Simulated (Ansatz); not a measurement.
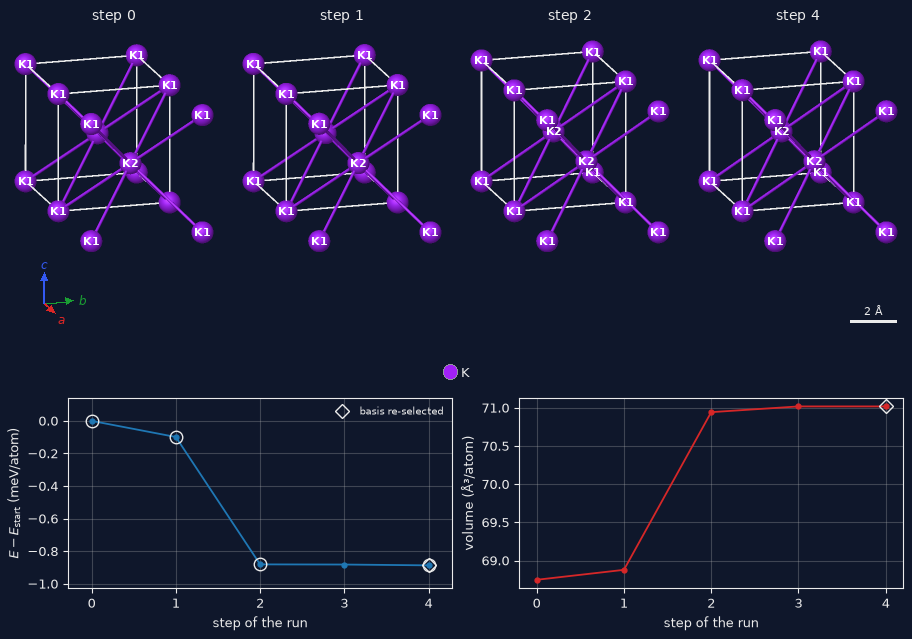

Frames of a relaxation of a crystal of K (set up in I4/mmm), marked on the history of the run. A ball-and-stick model of the cell of the calculation, repeated 2 × 1 × 1 with one cell outlined, seen slightly off an axis.

Case: biaxial strain in the a-b plane of -3.0 %; c and atoms relaxed.

All numbers below come from DFT PBEsol, scalar-relativistic, plane waves, PAW (Ansatz). Settings: plane-wave cutoff 420 eV; k-point mesh 10 × 10 × 10; occupations gaussian; smearing width 0.1 eV; no spin polarisation; cell relaxed at fixed a, b, gamma; force threshold 0.008 eV/Å; at most 40 steps.

**Describe the path.**

The atoms keep their places relative to the cell (all moves are under 0.005 Å). The drawn cell changes as follows: a = b unchanged at 5.079 Å, c 5.330 → 5.506 Å (+3.3 %); the volume changes by +3.3 %. Among the contacts that change: K1–K2 4.472 → 4.525 Å. The space group stays I4/mmm (No. 139). After 3 accepted moves (4 points after the start) the energy has fallen by 0.9 meV per atom. All forces vanish by symmetry, so only the cell relaxes. The pressure goes from 0.12 to −0.01 GPa. The SCF was repeated once at an unchanged geometry on a basis and grid sized afresh for the cell, which shifted the energy by less than 0.05 meV per atom at most. From step 0 to 1: volume +0.2 %, energy −0.1 meV per atom. From step 1 to 2: volume +3.0 %, energy −0.8 meV per atom. From step 2 to 4: volume +0.1 %, energy 0.0 meV per atom.
